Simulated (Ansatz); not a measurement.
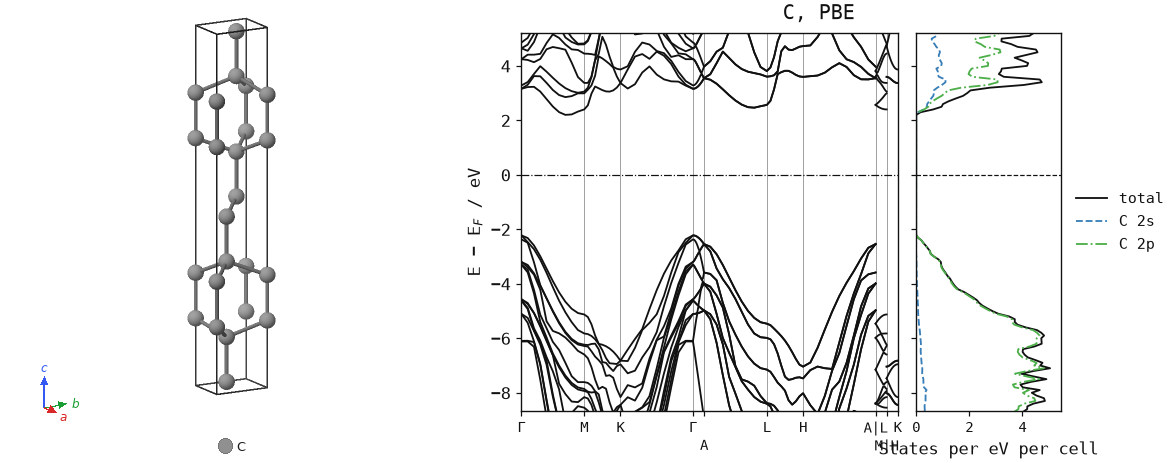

Band structure and density of states, beside the structure. Energies are counted from the Fermi level. The partial curves are projected on Löwdin-orthogonalised atomic shells.

System: C, space group P6_3/mmc, 12 atoms in the cell.

```xyz
12
Lattice="2.5205 0.0000 0.0000 -1.2602 2.1828 0.0000 0.0000 0.0000 12.4289" Properties=species:S:1:pos:R:3 pbc="T T T"
C     0.0000    0.0000    2.3224
C     0.0000    0.0000    8.5369
C     0.0000    0.0000    3.8920
C     0.0000    0.0000   10.1065
C     0.0000    1.4552    6.4726
C     1.2602    0.7276    0.2581
C     0.0000    1.4552   12.1708
C     1.2602    0.7276    5.9564
C     0.0000    1.4552    8.0178
C     1.2602    0.7276    1.8033
C     0.0000    1.4552   10.6256
C     1.2602    0.7276    4.4111
```

Level of theory: DFT PBE, scalar-relativistic, plane waves, PAW, no spin polarisation, 12×12×2 k mesh, 420 eV cutoff, Gaussian smearing of 0.02 eV; code Ansatz.

**Is there a gap? Give its size, its kind and where the band edges lie.**

The bands leave a gap. The gap along this path is 4.42 eV and indirect, from the valence-band top at Γ to the conduction-band bottom between Γ and M; the smallest direct gap is 5.38 eV, at Γ.

**How much do the top valence band and the lowest conduction band disperse along the path?**

The top valence band spans 4.8 eV and the lowest conduction band 1.9 eV.

**Which states form the band edges?**

By projected weight, the top eV of the valence band is C 2p almost alone; the bottom eV of the conduction band is C 2p (60 %) and C 2s (40 %).

**What are the direct gaps at A, L and Γ?**

The direct gaps are 6.09 eV at A, 8.03 eV at L and 5.38 eV at Γ.
